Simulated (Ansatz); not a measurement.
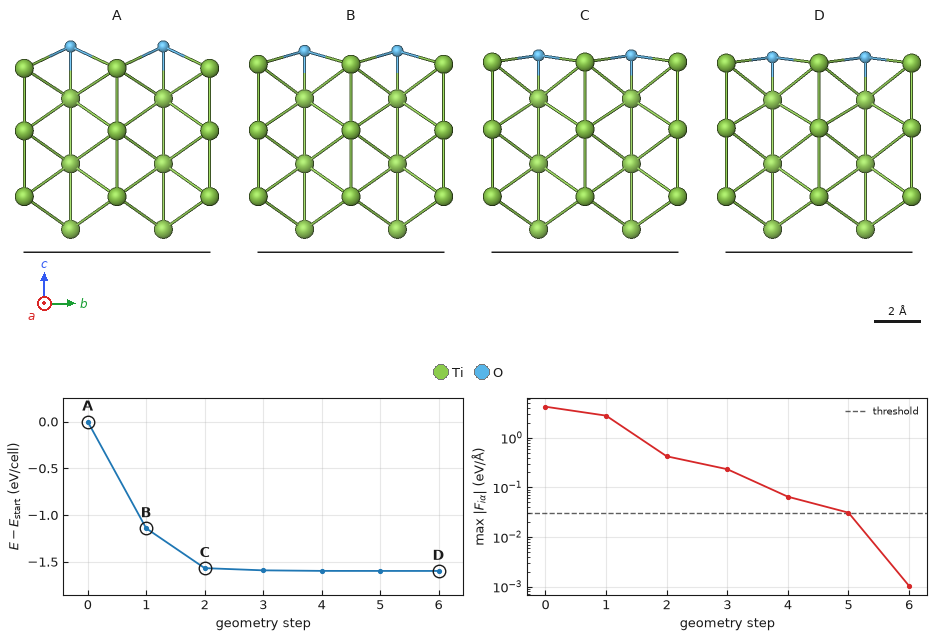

Frames of a constrained relaxation of a slab of composition Ti₆O (cut from the Fm-3m phase), marked on the history of the run. The picture is a ball-and-stick view of the 2 × 2 repeat of the cell, outlined in the plane, without the vacuum, seen along the a axis.

Case: O put over a Ti atom of a lower plane. The slab is the (1 1 0) face of Ti with O on it. 3 atoms are held fixed.

Level of theory: DFT PBEsol, scalar-relativistic, plane waves, PAW (Ansatz 0.2.0). Settings: plane-wave cutoff 420 eV; k-point mesh 10 × 7 × 1; occupations gaussian; smearing width 0.1 eV; no spin polarisation; dipole correction; atoms relaxed in a fixed cell; force threshold 0.03 eV/Å; at most 70 steps.

**Describe the path.**

The energy falls by 1.597 eV per cell of the calculation in 6 geometry steps. Largest force component: 4.2 eV/Å at the start, 0.001 eV/Å at the end. The atom that moves furthest is the O atom (0.47 Å along the normal (−c)). Largest moves by element: O 0.47 Å, Ti 0.23 Å. The lattice vectors keep their values. Some distances before and after: O–Ti 2.278 → 1.874 Å, O–Ti 2.663 → 2.497 Å, Ti–Ti 2.812 → 2.964 Å, Ti–Ti 2.874 → 2.994 Å. Among the angles between lasting bonds that change: Ti–O–Ti 137.7° → 168.2°, Ti–O–Ti 68.9° → 84.1°, Ti–O–Ti 99.2° → 108.6°. From step 0 to 1: the O atom moves most (0.19 Å), energy −1.141 eV per cell of the calculation. From step 1 to 2: the O atom moves most (0.19 Å), energy −0.426 eV per cell of the calculation. From step 2 to 6: the O atom moves most (0.08 Å), energy −30.1 meV per cell of the calculation.

Limits of the set-up: the periodic images lie only 2.9 Å apart, so the values are limited by the cell's size.
